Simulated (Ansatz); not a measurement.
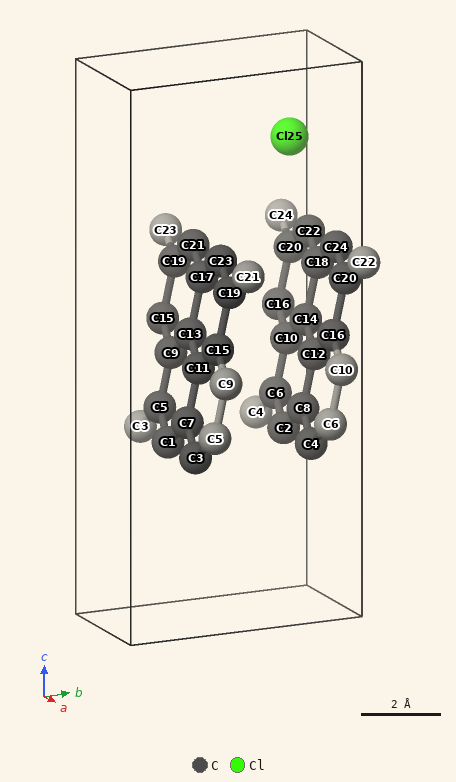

Figure 1. The input geometry (ball-and-stick view of the cell of the calculation, with the vacuum cut short, seen slightly off an axis; neighbours outside the cell are drawn fainter; atoms are numbered from 1 in the order of the input). An atom can appear more than once, as a periodic image.

## Run report: C₂₄Cl, single-point calculation (part 1 of 2)

System: C₂₄Cl (slab, 25 atoms in the cell).
Method: DFT PBE+D3(BJ), scalar-relativistic, plane waves, PAW, PAW set soft_1, spin-polarised (Ansatz 0.2.0).

The structure derives from an entry of the Crystallography Open Database. Figures and captions count atoms from 1; the log counts them from 0 in places.

## Output
```
Engine: ansatz 0.2.0, aarch64-unknown-linux-gnu
Pseudopotentials: kind: paw
Pseudopotential: C, paw, valence charge 4, recommended cutoff 420 eV (normal), [file]
Pseudopotential: Cl, paw, valence charge 7, recommended cutoff 420 eV (normal), [file]
Functional definition: PBE
  parameter kappa = 0.804
  parameter beta = 0.06672455060314922
  exchange = pbe_x(kappa = kappa, mu = beta*pi^2/3)
  correlation = pbe_c(beta = beta)
Crystal: 25 atoms, lattice volume = 752.331 Å³
Basis set: ecut = 420 eV, 14697 PW (Γ), exchange–correlation on 72×100×300 points (8 copies of the dense FFT grid, shifted against one another)
Bands: 77, of which v1, the nominal top of the filled ones, is band 52 counted from 1 (51 counted from 0)
Symmetry: 1 space group operations
k-points: 14 of 24 (time reversal used)
Non-local potential: C, projectors of the file, l = 0: 2, l = 1: 2, l = 2: 1
Non-local potential: Cl, projectors of the file, l = 0: 2, l = 1: 2, l = 2: 1
PAW form: soft (Blöchl's): semilocal exchange-correlation on the pseudo side does not see the compensation charge
PAW one-centre angular grid: C, 110 points (default); XC on 64 Gauss nodes
PAW one-centre angular grid: Cl, 110 points (default); XC on 64 Gauss nodes
Starting moments: Σ|m| = 1 μB on 1 of 25 sites
Initial wavefunctions: pseudopotential atomic-orbital guess
Functional: x = pbe(κ = 0.804, μ = 0.2195149727645171), c = pbe(β = 0.06672455060314922)
SCF iter   1: F=—  HF=-7091.608572 eV  |F-HF|=—  |Δ(HF+E_count)|=         —  Δρ=3.91e-2 (↑3.62e-2 ↓3.91e-2)  dr2=8.83e1  dr2_m=2.66e-1  M=1.516 μB ∫|m|=2.200 μB  β_m=1.00  ethr=3.10e-3  p=0.000 e·Å  D=4.19e-8 V/Å  ΔV_dip=-0.00 eV  dr2_dipole=2.34e1  V_vac-E_F(+/−)=8.54/8.54 eV  ⟨swp⟩=7.9  Hψ=11099  notcnv=0  defer=261
efield: sawtooth ramp at fractional position 0.8248 (placed from the atoms, in the widest stretch of the axis that holds none; the zero of the levels goes with the place), width 0.0400; the density the first Hamiltonian is built on has a dipole p = 0.000 e·Å; the dipole correction subtracts the counter field D = 4.19e-8 V/Å, which shifts the + side's vacuum level by -0.00 eV against the − side's; the planar-averaged density in the ramp window peaks in size at 3.1e-7 e/Å³
preconditioner: auto → LDOS  [metal: Δε(μ)=0.008 eV  Ē_g=13.838 eV  σ=0.050 eV  W_gap=0.09  n_scr=112 (ndim 8)  ℏωp=13.7 eV  f_vac=0.590  D(μ)=13.76/eV (n_scr^D=70)]
spin=Collinear: LDOS preconditioning applied to the charge; magnetization (m = ρ↑ − ρ↓) channel mixes plain (no charge-response kernel on spin).
SCF iter   2: F=—  HF=-7084.437019 eV  |F-HF|=—  |Δ(HF+E_count)|=    7.17e0  Δρ=2.77e-2 (↑2.60e-2 ↓2.77e-2)  dr2=5.50e1  dr2_m=8.32e-2  M=1.420 μB ∫|m|=3.020 μB  β_m=1.00  ethr=3.10e-3  p=0.044 e·Å  D=1.06e-2 V/Å  ΔV_dip=-0.24 eV  dr2_dipole=1.36e1  V_vac-E_F(+/−)=8.08/8.31 eV  ⟨swp⟩=2.1  Hψ=4128  notcnv=0  defer=500  κ⁻¹=1.0e0(r=1)
SCF iter   3: F=—  HF=-7079.348302 eV  |F-HF|=—  |Δ(HF+E_count)|=    5.09e0  Δρ=2.10e-2 (↑1.24e-2 ↓2.10e-2)  dr2=1.70e1  dr2_m=9.53e-1  M=-0.401 μB ∫|m|=2.078 μB  β_m=0.30  ethr=3.10e-3  p=0.201 e·Å  D=4.84e-2 V/Å  ΔV_dip=-1.08 eV  dr2_dipole=3.70e0  V_vac-E_F(+/−)=6.87/7.94 eV  ⟨swp⟩=2.7  Hψ=3775  notcnv=0  defer=504  κ⁻¹=2.9e-2(r=2)
SCF iter   4: F=—  HF=-7080.218700 eV  |F-HF|=—  |Δ(HF+E_count)|=   8.70e-1  Δρ=1.76e-2 (↑1.29e-2 ↓1.76e-2)  dr2=5.44e0  dr2_m=7.35e-1  M=-0.384 μB ∫|m|=3.091 μB  β_m=0.30  ethr=3.10e-3  p=0.132 e·Å  D=3.18e-2 V/Å  ΔV_dip=-0.71 eV  dr2_dipole=6.06e-2  V_vac-E_F(+/−)=7.29/7.99 eV  ⟨swp⟩=2.4  Hψ=3688  notcnv=0  defer=520  κ⁻¹=5.5e-3(r=3)
SCF iter   5: F=—  HF=-7079.894080 eV  |F-HF|=—  |Δ(HF+E_count)|=   3.25e-1  Δρ=1.43e-2 (↑9.80e-3 ↓1.43e-2)  dr2=3.13e0  dr2_m=6.70e-1  M=-0.523 μB ∫|m|=3.983 μB  β_m=0.30  ethr=3.10e-3  p=0.096 e·Å  D=2.32e-2 V/Å  ΔV_dip=-0.52 eV  dr2_dipole=1.74e-1  V_vac-E_F(+/−)=7.25/7.76 eV  ⟨swp⟩=2.0  Hψ=2071  notcnv=0  defer=520  κ⁻¹=3.5e-3(r=4)
SCF iter   6: F=—  HF=-7079.909974 eV  |F-HF|=—  |Δ(HF+E_count)|=   1.59e-2  Δρ=9.04e-3 (↑8.86e-3 ↓9.04e-3)  dr2=1.61e0  dr2_m=4.03e-1  M=-0.536 μB ∫|m|=4.562 μB  β_m=0.30  ethr=3.04e-3  p=-0.015 e·Å  D=-3.63e-3 V/Å  ΔV_dip=0.08 eV  dr2_dipole=9.50e-3  V_vac-E_F(+/−)=7.36/7.28 eV  ⟨swp⟩=2.0  Hψ=2869  notcnv=0  defer=520  κ⁻¹=5.5e-4(r=5)
SCF iter   7: F=—  HF=-7080.108460 eV  |F-HF|=—  |Δ(HF+E_count)|=   1.98e-1  Δρ=8.89e-3 (↑8.89e-3 ↓7.30e-3)  dr2=1.33e0  dr2_m=3.35e-1  M=-0.831 μB ∫|m|=4.939 μB  β_m=0.30  ethr=1.56e-3  p=-0.062 e·Å  D=-1.48e-2 V/Å  ΔV_dip=0.33 eV  dr2_dipole=9.84e-4  V_vac-E_F(+/−)=7.32/6.99 eV  ⟨swp⟩=1.1  Hψ=2076  notcnv=0  defer=512  κ⁻¹=3.7e-4(r=6)
SCF iter   8: F=—  HF=-7080.252694 eV  |F-HF|=—  |Δ(HF+E_count)|=   1.44e-1  Δρ=1.05e-2 (↑1.05e-2 ↓5.35e-3)  dr2=1.34e0  dr2_m=3.78e-1  M=-1.596 μB ∫|m|=5.299 μB  β_m=0.30  ethr=1.29e-3  p=-0.103 e·Å  D=-2.47e-2 V/Å  ΔV_dip=0.55 eV  dr2_dipole=1.08e-1  V_vac-E_F(+/−)=7.22/6.67 eV  ⟨swp⟩=1.4  Hψ=1875  notcnv=0  defer=512
Mixer restart at iter 8: flushing history
spin-set hold released at iteration 8 (site moments contracting): the magnetisation degrees of freedom join the quasi-Newton model from the next iteration; the mixer history was flushed
SCF iter   9: F=—  HF=-7080.464048 eV  |F-HF|=—  |Δ(HF+E_count)|=   2.11e-1  Δρ=1.04e-2 (↑1.04e-2 ↓4.64e-3)  dr2=2.07e0  dr2_m=3.22e-1  M=-1.799 μB ∫|m|=5.679 μB  β_m=0.65  ethr=1.29e-3  p=-0.115 e·Å  D=-2.76e-2 V/Å  ΔV_dip=0.61 eV  dr2_dipole=3.44e-1  V_vac-E_F(+/−)=7.17/6.56 eV  ⟨swp⟩=1.3  Hψ=2293  notcnv=0  defer=508
density mixer auto → msr1: a metal under ldos (density of states about μ 1.11 of a free-electron gas's, 112 screened modes)
SCF iter  10: F=—  HF=-7080.653019 eV  |F-HF|=—  |Δ(HF+E_count)|=   1.89e-1  Δρ=8.13e-3 (↑8.13e-3 ↓3.94e-3)  dr2=1.82e0  dr2_m=1.84e-1  M=-1.814 μB ∫|m|=6.079 μB  β_m=0.82  ethr=1.29e-3  p=-0.143 e·Å  D=-3.44e-2 V/Å  ΔV_dip=0.76 eV  dr2_dipole=4.34e-1  V_vac-E_F(+/−)=7.09/6.32 eV  ⟨swp⟩=1.9  Hψ=1837  notcnv=0  defer=508
SCF iter  11: F=—  HF=-7080.883258 eV  |F-HF|=—  |Δ(HF+E_count)|=   2.30e-1  Δρ=6.79e-3 (↑3.79e-3 ↓6.79e-3)  dr2=1.05e0  dr2_m=1.31e-1  M=-1.096 μB ∫|m|=7.111 μB  β_m=0.91  ethr=1.29e-3  p=-0.184 e·Å  D=-4.43e-2 V/Å  ΔV_dip=0.98 eV  dr2_dipole=2.17e-1  V_vac-E_F(+/−)=6.85/5.87 eV  ⟨swp⟩=2.0  Hψ=2310  notcnv=0  defer=504
SCF iter  12: F=—  HF=-7081.036110 eV  |F-HF|=—  |Δ(HF+E_count)|=   1.53e-1  Δρ=4.37e-3 (↑2.15e-3 ↓4.37e-3)  dr2=4.07e-1  dr2_m=4.58e-2  M=-0.969 μB ∫|m|=7.641 μB  β_m=0.94  ethr=1.02e-3  p=-0.230 e·Å  D=-5.53e-2 V/Å  ΔV_dip=1.23 eV  dr2_dipole=3.96e-3  V_vac-E_F(+/−)=6.87/5.65 eV  ⟨swp⟩=2.3  Hψ=2620  notcnv=0  defer=496
SCF iter  13: F=—  HF=-7081.155067 eV  |F-HF|=—  |Δ(HF+E_count)|=   1.19e-1  Δρ=4.04e-3 (↑4.04e-3 ↓3.51e-3)  dr2=1.27e0  dr2_m=1.55e-2  M=-1.447 μB ∫|m|=8.333 μB  β_m=0.36  ethr=3.96e-4  p=-0.301 e·Å  D=-7.23e-2 V/Å  ΔV_dip=1.61 eV  dr2_dipole=1.59e-1  V_vac-E_F(+/−)=6.85/5.24 eV  ⟨swp⟩=3.0  Hψ=3421  notcnv=0  defer=504  recentre
SCF iter  14: F=—  HF=-7081.046638 eV  |F-HF|=—  |Δ(HF+E_count)|=   1.08e-1  Δρ=2.06e-3 (↑1.47e-3 ↓2.06e-3)  dr2=8.04e-2  dr2_m=1.63e-2  M=-1.252 μB ∫|m|=8.049 μB  β_m=0.71  ethr=3.96e-4  p=-0.289 e·Å  D=-6.96e-2 V/Å  ΔV_dip=1.55 eV  dr2_dipole=2.70e-2  V_vac-E_F(+/−)=6.84/5.30 eV  ⟨swp⟩=2.2  Hψ=2702  notcnv=0  defer=520
SCF iter  15: F=—  HF=-7081.084615 eV  |F-HF|=—  |Δ(HF+E_count)|=   3.80e-2  Δρ=2.19e-3 (↑1.57e-3 ↓2.19e-3)  dr2=1.22e-1  dr2_m=1.60e-2  M=-1.647 μB ∫|m|=8.596 μB  β_m=0.86  ethr=7.80e-5  p=-0.348 e·Å  D=-8.36e-2 V/Å  ΔV_dip=1.86 eV  dr2_dipole=1.22e-2  V_vac-E_F(+/−)=6.84/4.98 eV  ⟨swp⟩=2.8  Hψ=3496  notcnv=0  defer=520
SCF iter  16: F=—  HF=-7081.096749 eV  |F-HF|=—  |Δ(HF+E_count)|=   1.21e-2  Δρ=1.44e-3 (↑1.44e-3 ↓1.03e-3)  dr2=6.83e-2  dr2_m=5.22e-3  M=-1.710 μB ∫|m|=8.663 μB  β_m=0.91  ethr=7.80e-5  p=-0.353 e·Å  D=-8.49e-2 V/Å  ΔV_dip=1.89 eV  dr2_dipole=9.36e-4  V_vac-E_F(+/−)=6.83/4.94 eV  ⟨swp⟩=2.3  Hψ=3144  notcnv=0  defer=505
SCF iter  17: F=—  HF=-7081.096425 eV  |F-HF|=—  |Δ(HF+E_count)|=   3.24e-4  Δρ=1.32e-3 (↑1.32e-3 ↓9.63e-4)  dr2=6.16e-2  dr2_m=3.84e-3  M=-1.817 μB ∫|m|=8.851 μB  β_m=0.91  ethr=6.63e-5  p=-0.367 e·Å  D=-8.82e-2 V/Å  ΔV_dip=1.96 eV  dr2_dipole=1.07e-3  V_vac-E_F(+/−)=6.81/4.85 eV  ⟨swp⟩=2.0  Hψ=2720  notcnv=0  defer=499
SCF iter  18: F=—  HF=-7081.094639 eV  |F-HF|=—  |Δ(HF+E_count)|=   1.79e-3  Δρ=1.05e-3 (↑1.05e-3 ↓8.32e-4)  dr2=4.54e-2  dr2_m=2.50e-3  M=-1.821 μB ∫|m|=8.886 μB  β_m=0.90  ethr=5.98e-5  p=-0.370 e·Å  D=-8.91e-2 V/Å  ΔV_dip=1.98 eV  dr2_dipole=1.39e-3  V_vac-E_F(+/−)=6.81/4.83 eV  ⟨swp⟩=1.3  Hψ=1727  notcnv=0  defer=499
SCF iter  19: F=—  HF=-7081.091602 eV  |F-HF|=—  |Δ(HF+E_count)|=   3.04e-3  Δρ=5.10e-4 (↑5.10e-4 ↓3.97e-4)  dr2=7.51e-3  dr2_m=3.80e-4  M=-1.717 μB ∫|m|=8.771 μB  β_m=0.81  ethr=4.41e-5  p=-0.355 e·Å  D=-8.53e-2 V/Å  ΔV_dip=1.90 eV  dr2_dipole=3.99e-5  V_vac-E_F(+/−)=6.80/4.90 eV  ⟨swp⟩=2.1  Hψ=2868  notcnv=0  defer=491
SCF iter  20: F=—  HF=-7081.090709 eV  |F-HF|=—  |Δ(HF+E_count)|=   8.93e-4  Δρ=1.69e-4 (↑1.62e-4 ↓1.69e-4)  dr2=1.03e-3  dr2_m=8.50e-5  M=-1.704 μB ∫|m|=8.798 μB  β_m=0.79  ethr=7.29e-6  p=-0.357 e·Å  D=-8.59e-2 V/Å  ΔV_dip=1.91 eV  dr2_dipole=2.77e-5  V_vac-E_F(+/−)=6.79/4.88 eV  ⟨swp⟩=2.1  Hψ=3310  notcnv=0  defer=479
SCF iter  21: F=—  HF=-7081.090795 eV  |F-HF|=—  |Δ(HF+E_count)|=   8.64e-5  Δρ=1.65e-4 (↑1.65e-4 ↓1.45e-4)  dr2=9.00e-4  dr2_m=1.11e-4  M=-1.671 μB ∫|m|=8.780 μB  β_m=0.76  ethr=9.97e-7  p=-0.357 e·Å  D=-8.58e-2 V/Å  ΔV_dip=1.91 eV  dr2_dipole=1.60e-4  V_vac-E_F(+/−)=6.79/4.88 eV  ⟨swp⟩=2.0  Hψ=2965  notcnv=0  defer=479
SCF iter  22: F=—  HF=-7081.090855 eV  |F-HF|=—  |Δ(HF+E_count)|=   5.95e-5  Δρ=6.00e-5 (↑6.00e-5 ↓5.04e-5)  dr2=1.34e-4  dr2_m=8.33e-6  M=-1.664 μB ∫|m|=8.761 μB  β_m=0.88  ethr=8.74e-7  p=-0.355 e·Å  D=-8.53e-2 V/Å  ΔV_dip=1.90 eV  dr2_dipole=1.17e-5  V_vac-E_F(+/−)=6.79/4.90 eV  ⟨swp⟩=2.0  Hψ=2856  notcnv=0  defer=479
SCF iter  23: F=—  HF=-7081.090866 eV  |F-HF|=—  |Δ(HF+E_count)|=   1.15e-5  Δρ=5.06e-5 (↑5.06e-5 ↓3.66e-5)  dr2=8.55e-5  dr2_m=2.87e-6  M=-1.667 μB ∫|m|=8.763 μB  β_m=0.94  ethr=1.30e-7  p=-0.355 e·Å  D=-8.54e-2 V/Å  ΔV_dip=1.90 eV  dr2_dipole=3.04e-6  V_vac-E_F(+/−)=6.79/4.90 eV  ⟨swp⟩=2.2  Hψ=2841  notcnv=0  defer=479
SCF iter  24: F=—  HF=-7081.091046 eV  |F-HF|=—  |Δ(HF+E_count)|=   1.80e-4  Δρ=2.99e-5 (↑2.99e-5 ↓2.94e-5)  dr2=5.02e-5  dr2_m=2.78e-7  M=-1.666 μB ∫|m|=8.767 μB  β_m=0.82  ethr=8.30e-8  p=-0.355 e·Å  D=-8.54e-2 V/Å  ΔV_dip=1.90 eV  dr2_dipole=4.58e-6  V_vac-E_F(+/−)=6.79/4.89 eV  ⟨swp⟩=2.0  Hψ=2812  notcnv=0  defer=479
SCF iter  25: F=—  HF=-7081.091042 eV  |F-HF|=—  |Δ(HF+E_count)|=   4.92e-6  Δρ=1.91e-5 (↑1.77e-5 ↓1.91e-5)  dr2=1.38e-5  dr2_m=5.85e-7  M=-1.666 μB ∫|m|=8.767 μB  β_m=0.77  ethr=4.88e-8  p=-0.355 e·Å  D=-8.54e-2 V/Å  ΔV_dip=1.90 eV  dr2_dipole=5.58e-7  V_vac-E_F(+/−)=6.79/4.90 eV  ⟨swp⟩=2.0  Hψ=2767  notcnv=0  defer=479
SCF iter  26: F=—  HF=-7081.091041 eV  |F-HF|=—  |Δ(HF+E_count)|=   1.22e-7  Δρ=1.19e-5 (↑8.45e-6 ↓1.19e-5)  dr2=1.78e-6  dr2_m=4.50e-7  M=-1.667 μB ∫|m|=8.768 μB  β_m=0.72  ethr=1.34e-8  p=-0.355 e·Å  D=-8.54e-2 V/Å  ΔV_dip=1.90 eV  dr2_dipole=2.07e-10  V_vac-E_F(+/−)=6.79/4.90 eV  ⟨swp⟩=2.0  Hψ=2851  notcnv=0  defer=479
SCF iter  27: F=—  HF=-7081.091043 eV  |F-HF|=—  |Δ(HF+E_count)|=   1.35e-6  Δρ=6.78e-6 (↑6.78e-6 ↓4.83e-6)  dr2=4.33e-7  dr2_m=2.01e-7  M=-1.667 μB ∫|m|=8.767 μB  β_m=0.86  ethr=1.73e-9  p=-0.355 e·Å  D=-8.54e-2 V/Å  ΔV_dip=1.90 eV  dr2_dipole=6.51e-8  V_vac-E_F(+/−)=6.79/4.90 eV  ⟨swp⟩=2.0  Hψ=3010  notcnv=0  defer=479
SCF iter  28: F=—  HF=-7081.091043 eV  |F-HF|=—  |Δ(HF+E_count)|=   6.46e-7  Δρ=5.93e-6 (↑5.93e-6 ↓2.32e-6)  dr2=4.81e-7  dr2_m=9.44e-8  M=-1.667 μB ∫|m|=8.767 μB  β_m=0.93  ethr=4.20e-10  p=-0.355 e·Å  D=-8.54e-2 V/Å  ΔV_dip=1.90 eV  dr2_dipole=5.13e-8  V_vac-E_F(+/−)=6.79/4.90 eV  ⟨swp⟩=2.1  Hψ=2986  notcnv=0  defer=479
SCF iter  29: F=—  HF=-7081.091044 eV  |F-HF|=—  |Δ(HF+E_count)|=   2.75e-7  Δρ=3.56e-6 (↑3.56e-6 ↓1.73e-6)  dr2=2.42e-7  dr2_m=2.63e-8  M=-1.667 μB ∫|m|=8.767 μB  β_m=0.85  ethr=4.20e-10  p=-0.355 e·Å  D=-8.54e-2 V/Å  ΔV_dip=1.90 eV  dr2_dipole=2.39e-8  V_vac-E_F(+/−)=6.79/4.90 eV  ⟨swp⟩=2.4  Hψ=3019  notcnv=0  defer=479
SCF iter  30: F=—  HF=-7081.091044 eV  |F-HF|=—  |Δ(HF+E_count)|=   3.08e-8  Δρ=2.06e-6 (↑2.06e-6 ↓1.07e-6)  dr2=1.10e-7  dr2_m=1.01e-8  M=-1.667 μB ∫|m|=8.767 μB  β_m=0.93  ethr=2.35e-10  p=-0.355 e·Å  D=-8.54e-2 V/Å  ΔV_dip=1.90 eV  dr2_dipole=2.55e-8  V_vac-E_F(+/−)=6.79/4.90 eV  ⟨swp⟩=2.0  Hψ=2932  notcnv=0  defer=479
SCF iter  31: F=-7081.091044 eV  HF=-7081.091044 eV  |F-HF|=5.01e-8  |Δ(HF+E_count)|=   4.06e-9  Δρ=1.52e-6 (↑1.52e-6 ↓6.72e-7)  dr2=7.71e-8  dr2_m=4.80e-9  M=-1.667 μB ∫|m|=8.767 μB  ethr=9.71e-11  p=-0.355 e·Å  D=-8.54e-2 V/Å  ΔV_dip=1.90 eV  dr2_dipole=2.19e-8  V_vac-E_F(+/−)=6.79/4.90 eV  ⟨swp⟩=35.4  Hψ=24044  notcnv=0
SCF 1 converged in 31 iterations: F = -7081.091044 eV  dr2 = 7.71e-8
  greatest PAW one-centre occupation: 0.912 electrons in one spin orbital (limit 2), on the Cl atom at site 24 (counted from 0), in its partial waves of l = 0
```

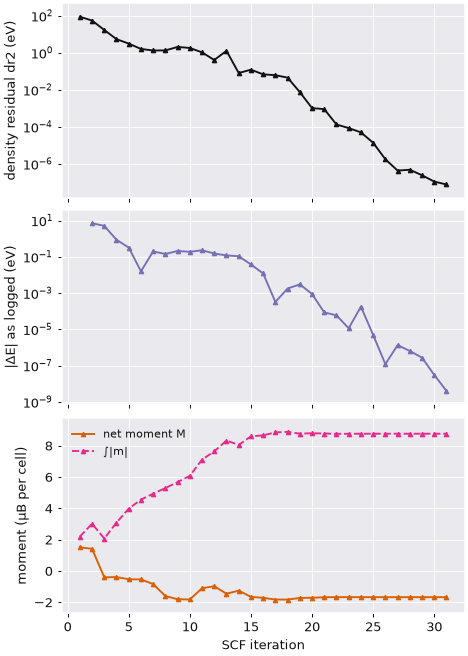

Figure 2. Convergence of the self-consistent field: density residual dr2, size of the energy change and magnetic moment against the SCF iteration. The residual comes down, with one marked jump up, by a factor of about 3, at step 13. The net moment goes from 1.5 to −1.7 μB per cell.

```
WARN: The output density's exchange-correlation potential varies sharply where the density is thin. Do not read a vacuum level from v_tot or v_xc, or from such a field of the output density. On a cell that repeats whose density bears no net charge and no dipole along the vacuum's axis use v_es (v_loc + v_h of the components); under efield.dipole_correction with no amplitude use v_es + v_field, which holds any external_charges[].barrier, or the levels of the report's work_function block, which leave it out; under a non-zero efield.amplitude the vacuum is tilted and has no level; on a cell that repeats and bears such a dipole with no correction it is tilted too, and efield.dipole_correction with no amplitude gives each side of its ramp a level where efield: is served; in a cell that repeats whose density bears a net charge (total_charge, or a fill off its count) it is curved and has none; of a slab under crystal.periodic whose density bears no net charge use v_es, which has a level on each side, short of where the two are joined; of another it falls or rises all the way out and has none; of a slab beside external_charges read slab_vacuum_level instead, which it has where they leave it neutral. The grid or the basis barely resolves most such structure, and the values can differ between equally converged runs; as a rule a tighter scf.convergence.dr2_threshold does not remove it. Where the density itself ripples (under the LDA too) a higher basis.ecutwfc lessens it. The files hold the spikes' plane waves up to the density's cutoff. Files: v_tot_of_output_density and the like, and their columns of v_z.tsv (output.write_potential); v_xc_of_output_density and the like, and their columns of v_comp_z.tsv (output.write_potential_components). Measured: with its Gaussian average of σ = 0.25 Å subtracted twice, the exchange-correlation potential is over 0.1 eV at 1806 of the grid points where the equally averaged density (valence and model cores) is under 1e-3 e/Å³, and 0.648 eV at the most among them, at an averaged density of 9.3e-4 e/Å³. The input density's (outcome.potential() and, of a run that writes arrays, v_tot and v_xc) is over 0.1 eV, so measured, at 1132 points of its own thin density, 0.647 eV at the most. See output.write_potential in the manual, Limitations
SCF converged after 31 iterations
Magnetization: -1.6666 μB (50.6667 up, 52.3333 down)
Absolute magnetization: 8.7902 μB (∫|ρ↑−ρ↓|, with the PAW one-centre terms)
Spin contamination: 3.4246 ħ² per cell (⟨S²⟩ above its minimum at these occupations)
Per-site moments (μB) at R_I (Å): [(0.4309191956384808, 0.5870470483132835), (-0.4123028103031412, 0.5870470483132835), (0.4307919006600028, 0.5870470483132837), (-0.4158689386568052, 0.5870470483132837), (-0.008129741078218226, 0.5870470478632424), (-0.0009725427589015194, 0.5870470478047728), (-0.012032528111017262, 0.5870470478632424), (0.0015457219087189522, 0.5870470478047728), (0.07056115916421367, 0.5834366130247636), (-0.04881395348097212, 0.5834366131427697), (0.049792584575944744, 0.5834366130247637), (-0.038746102743969085, 0.5834366131427697), (-0.029070768342101008, 0.5834366130247637), (-0.027736427245467134, 0.5834366131427697), (-0.02906257761411184, 0.5834366130247636), (-0.02862896838247838, 0.5834366131427697), (0.022856229872082183, 0.5690668330822445), (0.011014904971173205, 0.5690668330822445), (0.022668773822020063, 0.5690668330822445), (0.010893832641549259, 0.5690668330822445), (-0.36062824979069025, 0.5690668330822445), (-0.09949200285705875, 0.5690668330822445), (0.22608213491397747, 0.5690668330822445), (-0.37130057743469613, 0.5690668330822445), (-0.009165225001515927, 1.0612982145439815)]
Free energy (F): -7081.091044 eV
Harris-Foulkes:  -7081.091044 eV  (|F-HF|=5.01e-8)
```
